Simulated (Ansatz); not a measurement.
## Electronic structure of TiAl in real space

Input

```
crystal:
  lattice:
    - [2.8672622327, 0.0, 0.0]
    - [-1.4336311163, 2.4831219328, 0.0]
    - [0.0, 0.0, 4.678083]
  atoms:
    - { symbol: Ti, position: [-0.0898888926, -0.0402718846, 0.0] }
    - { symbol: Al, position: [0.3333333333, 0.6666666667, 0.5] }
basis:
  ecutwfc: 500
kpoints:
  mp_grid: { grid: [18, 18, 10] }
hamiltonian:
  xc: r2scan
scf:
  occupations: { method: gaussian, width: 0.15 }
output:
  forces: true
  stress: true
  eigenvalues: true
  write_density: true
  write_potential: true
  elf: true
  volumetric_format: npy
```

Command:

```sh
ansatz run input.yaml --threads 1 --pin off --max-ram 2560MiB --backend cpu --events-out ev --progress --plain --runs-dir out
```

Below, planes, directions and counts refer to the conventional cell (a = 2.87 Å, b = 4.68 Å, c = 2.87 Å, α = 90.00°, β = 120.00°, γ = 90.00°).

Space group Pm; a structure from a database of computed crystals, not necessarily the ambient phase; changed on purpose from its base cell (atom 1 (Ti) moved by (-0.200, -0.100) A along x and y); not relaxed (largest force 0.6 eV/Å); computed without spin polarisation.

Method: Ansatz, DFT r2SCAN, scalar-relativistic, plane waves, PAW.

In a PAW calculation such maps are meaningful between the atoms, not at the nuclei.

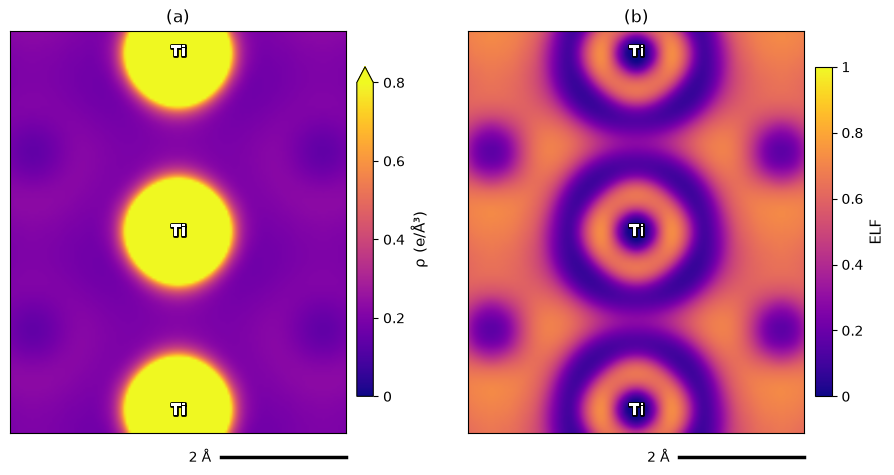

Figure 1. (a) valence pseudo-density; (b) ELF on the (101̄) plane of the conventional cell.

What does the map show?

Answer. The plane passes through Ti nuclei.
Atoms just off the plane (Al, 0.7 Å away) can leave unmarked features too.
Ti–Ti (2.87 Å): ρ is about 0.21 e/Å³ halfway; the ELF is about 0.30 at the midpoint; no localised pair shows between them.
Between the atoms the lowest density in this plane is 0.17 e/Å³.
The features right at Ti lie inside the PAW spheres, where the map follows smoothed inner orbitals and isn't to be read closely.

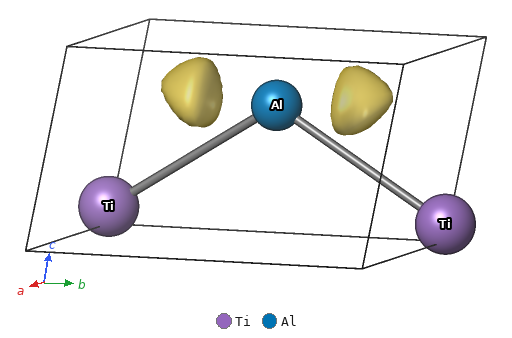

Figure 2. Isosurface of the electron localisation function at 0.75 (yellow), seen slightly off an axis. Core shells and regions of very low density are left out. Sticks mark near contacts.

Identify the bonds, lone pairs and shells in this picture.

Answer. The ELF exceeds this value in two pockets between the atoms, centred on no nucleus (multi-centre or interstitial), counted in one cell of 2 atoms. Any copies at cell faces, edges or corners count once. Profiles from the grid: Ti–Al (2.74 Å): the ELF is about 0.40 at the midpoint.

Metal or insulator at this level of theory?

Answer. It is metallic or semimetallic at this level of theory: no gap opens.
